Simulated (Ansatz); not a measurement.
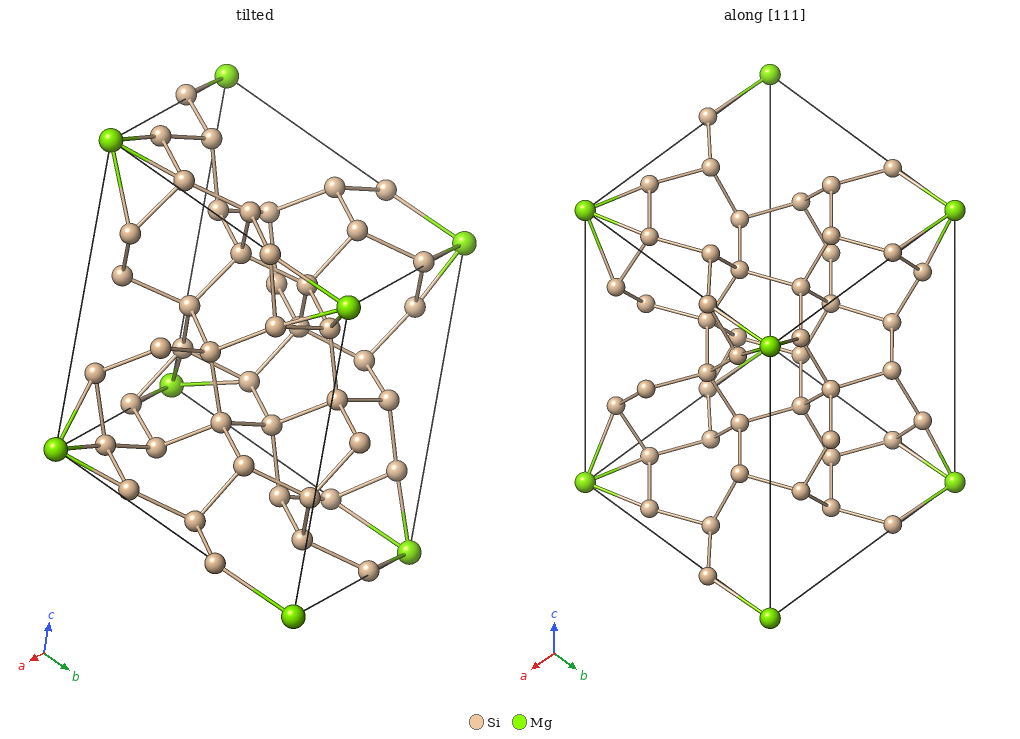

Ball-and-stick drawing of the structure, looking slightly off an axis and along [111]. The lines enclose the simulation cell; boundary atoms appear with their images.

- The structure is one of MgSi$_{32}$.
- Counting shared atoms by their share gives 1 Mg, 32 Si, or 33 atoms.
- Each Mg is bonded to twelve Si.
- The bonds build a three-dimensional framework.

The cell started as a structure listed in the Materials Project, repeated into a supercell with a point defect put in. The cell was then strained or its atoms displaced on purpose. It was run through Ansatz as a DFT input.
